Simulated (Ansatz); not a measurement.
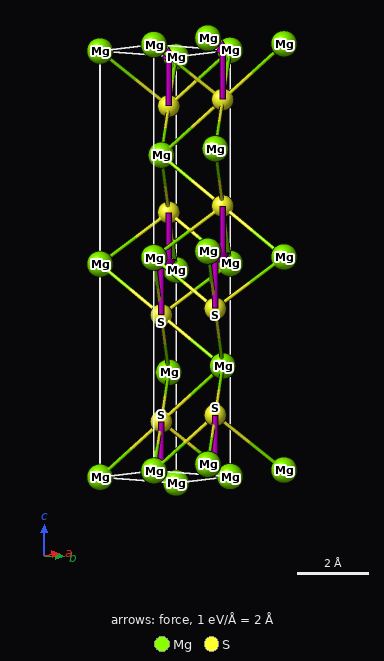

Starting geometry of a crystal of MgS (a generated structure, set up in P6_3/mmc) with the computed forces as purple arrows. A ball-and-stick model of the cell of the calculation, repeated 2 × 1 × 1 with one cell outlined, seen from a free direction.

Case: stacking ABAC.

All numbers below come from Ansatz, DFT PBE, scalar-relativistic, plane waves, PAW.

Input
```yaml
crystal:
  lattice:
    - [3.6979480323, 0.0, 0.0]
    - [-1.8489740162, 3.2025169379, 0.0]
    - [0.0, 0.0, 12.0774921543]
  atoms:
    - { symbol: Mg, position: [0.0, 0.0, 0.0] }
    - { symbol: S, position: [0.6666666667, 0.3333333333, 0.125] }
    - { symbol: Mg, position: [0.3333333333, 0.6666666667, 0.25] }
    - { symbol: S, position: [0.6666666667, 0.3333333333, 0.375] }
    - { symbol: Mg, position: [0.0, 0.0, 0.5] }
    - { symbol: S, position: [0.3333333333, 0.6666666667, 0.625] }
    - { symbol: Mg, position: [0.6666666667, 0.3333333333, 0.75] }
    - { symbol: S, position: [0.3333333333, 0.6666666667, 0.875] }
basis:
  ecutwfc: 420
kpoints:
  mp_grid: { grid: [9, 9, 3] }
hamiltonian:
  xc: pbe
scf:
  occupations: { method: gaussian, width: 0.02 }
output:
  forces: true
  stress: true
  eigenvalues: true
  populations: true
relax:
  adjacent_minimum: "off"
  f_tol: 0.01
  max_steps: 45
  cell: { stress_tol: 0.05 }
```

Command:
```bash
ansatz run input.yaml --threads 1 --pin off --max-ram 2560MiB --backend cpu --events-out ev --progress --plain --runs-dir out
```

**Is this structure relaxed? If not, where do the atoms go?**

It isn't relaxed: the largest force vector, on S atoms, is 0.85 eV/Å. The atoms end up moving mostly along the starting forces (cosine between the two patterns 1.00). After 4 accepted moves (5 points after the start) the energy has fallen by 0.237 eV per cell of the calculation. The largest force component goes from 0.85 to 0.00024 eV/Å. Pressure: 2.05 GPa at the start and 0.00 GPa at the end. At 1 point the geometry stayed and the basis and grid were re-selected for the new cell (energy shift of 0.1 meV per cell of the calculation at most each time). The largest moves relative to the cell, 0.051 Å, are those of S2, S4, S6 and S8. S6 goes along −c. Mg stays in place. The drawn cell changes as follows: a = b 3.698 → 3.660 Å (−1.0 %), c 12.077 → 12.584 Å (+4.2 %); the volume changes by +2.1 %. Among the contacts that change: Mg3–S4 2.615 → 2.665 Å, Mg1–S2 2.615 → 2.604 Å. Bond angles that change, for instance: S6–Mg7–S8 70.5° → 75.1°, Mg7–S8–Mg7 90.0° → 86.7°, S6–Mg7–S6 90.0° → 86.7°. The space group stays P6_3/mmc (No. 194). Cost: 39 s on 1 thread of Arm Neoverse V1, on a shared host, peak memory 0.41 GiB.
